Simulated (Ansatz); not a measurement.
# Single-point calculation of Al

The run: single-point calculation of Al (I4mm, 8 atoms in the cell). Method and program: DFT PBEsol+D3(BJ), scalar-relativistic, plane waves, PAW, no spin polarisation (Ansatz 0.2.0).

The structure derives from an entry of the Crystallography Open Database. It belongs to a series of runs on one base structure; here: atom 1 (Al) moved -0.067 A along Cartesian [0 1 0]. Figures and captions count atoms from 1; the log counts them from 0 in places.

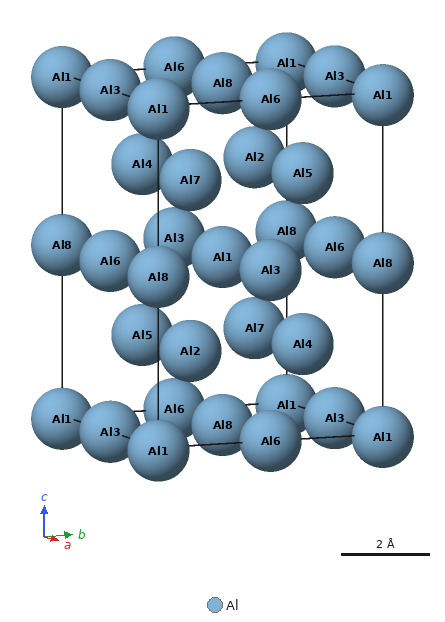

*The structure as given in the input (spheres-only view of the cell 2 times as large as that of the calculation, set on its symmetry axes, seen slightly off an axis; atoms are numbered from 1 in the order of the input). An atom can appear more than once, as a periodic image.*

**Input file**
```yaml
crystal:
  lattice:
    - [-3.962555228, 3.962555228, 0.0]
    - [-3.962555228, 0.0, 3.962555228]
    - [0.0, 3.962555228, 3.962555228]
  atoms:
    - { symbol: Al, position: [-0.0084162865, 0.0084162865, -0.0084162865] }
    - { symbol: Al, position: [0.5, 0.0, 0.0] }
    - { symbol: Al, position: [0.0, 0.5, 0.0] }
    - { symbol: Al, position: [0.0, 0.0, 0.5] }
    - { symbol: Al, position: [0.5, 0.5, 0.0] }
    - { symbol: Al, position: [0.5, 0.0, 0.5] }
    - { symbol: Al, position: [0.0, 0.5, 0.5] }
    - { symbol: Al, position: [0.5, 0.5, 0.5] }
basis:
  ecutwfc: 420
kpoints:
  mp_grid: { grid: [14, 14, 14] }
hamiltonian:
  xc: pbesol
  dispersion: d3bj
scf:
  occupations: { method: gaussian, width: 0.15 }
output:
  forces: true
  stress: true
  eigenvalues: true
  write_density: true
  write_potential: true
  elf: true
  volumetric_format: npy
```

Launched with:
```bash
ansatz run input.yaml --threads 1 --pin off --max-ram 2560MiB --backend cpu --events-out ev --progress --plain --runs-dir out
```

**The program's output**
```
Engine: ansatz 0.2.0, x86_64-unknown-linux-gnu
Pseudopotentials: kind: paw
Pseudopotential: Al, paw, valence charge 3, recommended cutoff 420 eV (normal), Al.paw.azcp
Functional definition: PBEsol
  exchange = pbesol_x
  correlation = pbesol_c
Crystal: 8 atoms, lattice volume = 124.439 Å³
Basis set: ecut = 420 eV, 2421 PW (Γ), exchange–correlation on 80×80×80 points (8 copies of the dense FFT grid, shifted against one another)
Bands: 20, of which v1, the nominal top of the filled ones, is band 12 counted from 1 (11 counted from 0)
Symmetry: 8 space group operations
Space group: I4mm (ITA 107), of the structure as read, at distance tolerance 5.0e-5 Å
k-points: 244 of 2744 (time reversal used)
Non-local potential: Al, projectors of the file, l = 0: 2, l = 1: 2, l = 2: 1
PAW form: soft (Blöchl's): semilocal exchange-correlation on the pseudo side does not see the compensation charge
PAW frozen core: Al, regenerated for the run's functional, and the local potential with it (the file was generated under x = pbe(κ = 0.804, μ = 0.2195149727645171), c = pbe(β = 0.06672455060314922))
PAW one-centre angular grid: Al, 110 points (default); XC on 64 Gauss nodes
Initial density: superposition of atomic densities (neutral atoms: chi_scale 0, normalization atom), corrected by the library's trained network
Initial wavefunctions: pseudopotential atomic-orbital guess
Functional: x = pbesol(κ = 0.804, μ = 0.12345679012345678), c = pbesol(β = 0.046)
SCF iter   1: F=—  HF=-4199.032065 eV  |F-HF|=—  |Δ(HF+E_count)|=         —  Δρ=8.19e-4  dr2=4.36e-4  ethr=1.77e-3  ⟨swp⟩=6.4  Hψ=27580  notcnv=0
preconditioner: auto → Kerker (q_TF=auto, 2.074 Å⁻¹)  [metal: Δε(μ)=0.005 eV  Ē_g=7.047 eV  σ=0.150 eV  W_gap=0.02  n_scr=14 (ndim 8)  ℏωp=16.3 eV  f_vac=0.000  D(μ)=3.35/eV (n_scr^D=14)]
SCF iter   2: F=—  HF=-4199.032261 eV  |F-HF|=—  |Δ(HF+E_count)|=   1.97e-4  Δρ=4.77e-4  dr2=1.62e-4  ethr=1.82e-6  ⟨swp⟩=1.9  Hψ=8465  notcnv=0  defer=3
SCF iter   3: F=—  HF=-4199.032276 eV  |F-HF|=—  |Δ(HF+E_count)|=   1.43e-5  Δρ=4.11e-5  dr2=1.75e-6  ethr=6.75e-7  ⟨swp⟩=1.0  Hψ=4383  notcnv=0  defer=3
SCF iter   4: F=—  HF=-4199.032359 eV  |F-HF|=—  |Δ(HF+E_count)|=   8.34e-5  Δρ=1.93e-5  dr2=3.08e-7  ethr=7.27e-9  ⟨swp⟩=1.4  Hψ=5238  notcnv=0  defer=3
iter 5 did not close the SCF: its close was put off for the readings that it lacked (scf_convergence_deferred on its scf_iter line)
SCF iter   5: F=-4199.032359 eV  HF=-4199.032359 eV  |F-HF|=6.34e-10  |Δ(HF+E_count)|=   8.75e-8  Δρ=1.83e-6  dr2=3.37e-9  ethr=1.28e-9  ⟨swp⟩=2.2  Hψ=7414  notcnv=0  defer=3
SCF iter   6: F=-4199.032359 eV  HF=-4199.032359 eV  |F-HF|=1.26e-10  |Δ(HF+E_count)|=  4.16e-10  Δρ=3.92e-7  dr2=2.24e-10  ethr=1.40e-11  ⟨swp⟩=7.4  Hψ=24141  notcnv=0
SCF 1 converged in 6 iterations: F = -4199.032359 eV  dr2 = 2.24e-10
  greatest PAW one-centre occupation: 0.450 electrons in one spin orbital (limit 2), on the Al atom at site 0 (counted from 0), in its partial waves of l = 0
```

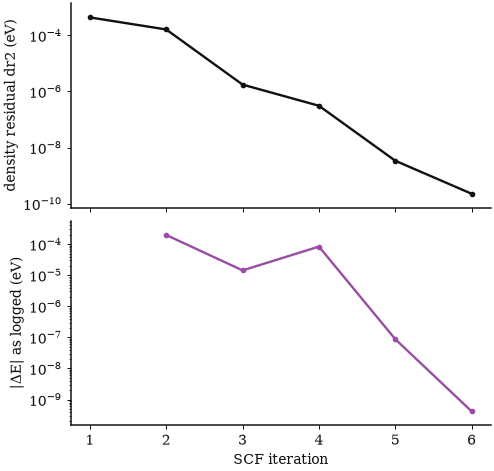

*Convergence of the self-consistent field: density residual dr2 and size of the energy change against the SCF iteration.*

The residual falls at every step.

```
SCF converged after 6 iterations
Free energy (F): -4199.032359 eV
Harris-Foulkes:  -4199.032359 eV  (|F-HF|=1.26e-10)
Internal energy: -4198.994699 eV  (E = F + TS)
E sigma→0 (E₀):  -4199.013529 eV
Entropy (-TS):   -0.037660 eV (-4.708 meV/atom)
Fermi energy:    8.512891 eV
--- Per-component energies (eV) ---
  E_band       = 94.192717
  E_kinetic    = 190.055234
  E_local      = 85.249293  (includes V_loc(G=0)·N_el)
  E_nonlocal   = 83.902560
  E_hartree    = 0.970895
  E_xc         = -318.381395
  E_vxc        = -237.303303  (∫ρ·V_xc dr)
  E_paw        = -3638.516716  (= ΣΔE_a)
  E_vpaw       = -29.652814  (= ΣTr[D̂ρ^β])
  E_aug_tail   = -0.000019  (compensation charges beyond the density's cutoff)
  E_ewald      = -599.730415
  E_disp       = -2.697248  (pairwise vdW)
  E_core_change = 0.153112  (= ΣΔE_core)
  E_smearing   = -0.037660  (= −TS)
  E_closure    = 0.000000  (closes the sum)
  Σ components = -4199.032359   (vs F -4199.032359, Δ=0.00e0)
--- Forces (eV/Å), atoms counted from 1 ---
  atom   1  Al     0.00000000     0.37176209     0.00000000
  atom   2  Al     0.11098875    -0.09958387    -0.00000000
  atom   3  Al    -0.00000000     0.01944516     0.00000000
  atom   4  Al     0.00000000    -0.09958387    -0.11098875
  atom   5  Al     0.00000000    -0.09958387     0.11098875
  atom   6  Al    -0.00000000     0.01944516    -0.00000000
  atom   7  Al    -0.11098875    -0.09958387    -0.00000000
  atom   8  Al     0.00000000    -0.01231696     0.00000000
  max |Σ_I F_I| component: 1.92e-8 eV/Å
--- Stress (GPa, compression-positive) ---
        0.044302      -0.000000       0.000000
       -0.000000       0.056296       0.000000
        0.000000       0.000000       0.044302
  P = ⅓ Tr σ = 0.0483 GPa (0.483 kbar)
--- Band table (eV; the first three rows and the last of 244) ---
  k-point 0: bands = ["-3.0255", "3.6692", "3.6822", "3.6822", "3.6850", "4.0540", "4.0542", "4.0542", "4.0662", "5.4557", "5.4557", "5.4570", "6.8816", "6.8826", "6.8855", "13.7495", "13.7495", "13.7535", "14.3742", "14.3754"]
  k-point 1: bands = ["-2.9894", "2.9179", "3.5165", "3.5312", "3.5480", "4.2562", "4.2725", "4.2879", "4.8808", "5.2343", "5.2452", "5.2582", "7.1465", "7.1585", "7.1723", "13.0928", "13.1170", "13.1440", "14.4027", "14.4080"]
  k-point 2: bands = ["-2.8814", "2.0617", "3.3189", "3.3356", "3.3534", "4.6496", "4.6638", "4.6845", "4.8267", "4.8459", "4.8593", "5.9262", "7.7420", "7.7586", "7.7769", "12.1733", "12.1959", "12.2202", "14.4932", "14.4985"]
  k-point 243: bands = ["-0.7364", "-0.6485", "1.6006", "1.6006", "1.6012", "1.6025", "7.5391", "7.5391", "7.6455", "7.6455", "8.5555", "8.5593", "9.7402", "9.7427", "9.7427", "9.7430", "9.9475", "9.9529", "11.4307", "11.4316"]
```

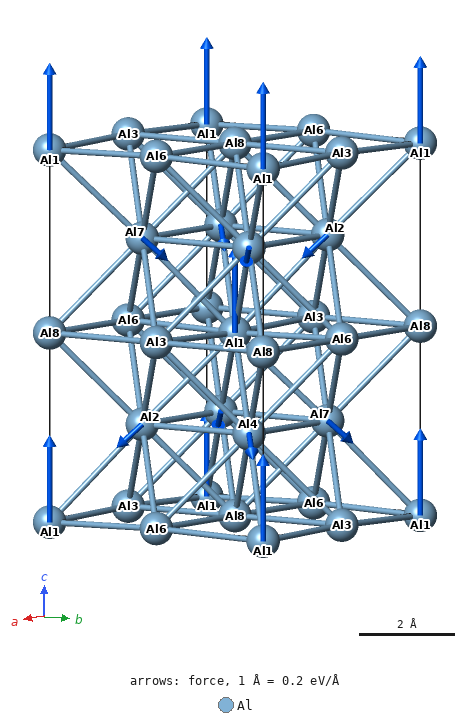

*Forces on the atoms as blue arrows (ball-and-stick view of the cell 2 times as large as that of the calculation, set on its symmetry axes, seen at an oblique angle; atoms are numbered from 1 in the order of the input); the smallest are left out.*

The largest act on Al1 (0.37 eV/Å); Al2, Al4, Al5, Al7 (0.15 eV/Å). The geometry is not a stationary point of this energy.

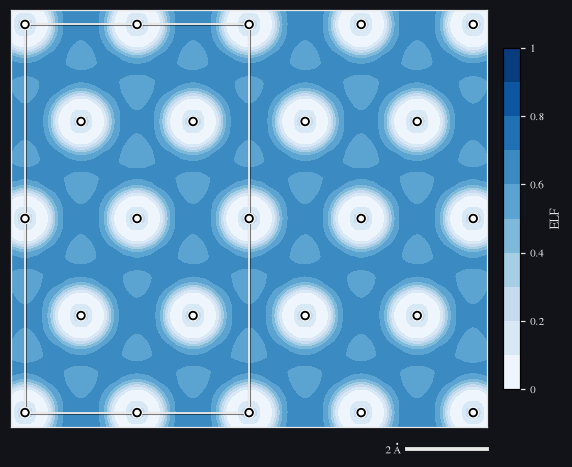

*ELF on the (101) plane of the conventional cell. Circles mark the nuclei in the plane (Al).*

Atoms in the plane: Al. Al–Al (2.80 Å): the ELF peaks at about 0.65 between the atoms. Core electrons are frozen (PAW), so the fields are smoothed inside the atomic spheres.

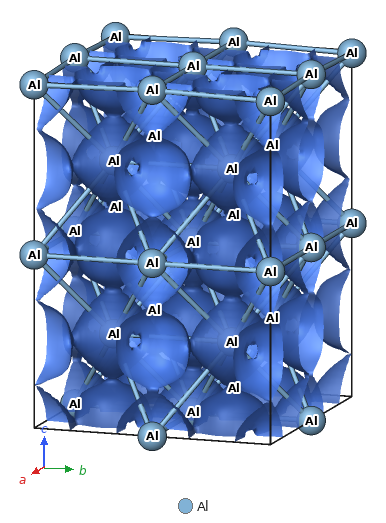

*Isosurface of the electron localisation function at 0.5 (blue), seen slightly off an axis. Core shells and regions of very low density are left out. Sticks mark near contacts. The outline is the cell set on symmetry axes.*

Profiles from the grid: Al–Al (2.76 Å): the ELF peaks at about 0.65 between the atoms. Al–Al (2.80 Å): the ELF peaks at about 0.65 between the atoms.

**Summary**

| quantity | value |
| --- | --- |
| outcome | converged |
| space group (tolerance 0.01 Å) | I4mm (107) |
| electrons treated | 24 |
| free energy | −4199.0324 eV |
| Fermi energy | 8.513 eV |
| gap on the k-point mesh | none (metallic) |
| pressure | 0.05 GPa |
| largest force (length of the vector) | 0.372 eV/Å |
| hardware | 1 thread of Intel Xeon (Granite Rapids), 32 GiB of memory available, shared host |
| wall time | 24 s |
| peak memory | 0.79 GiB |
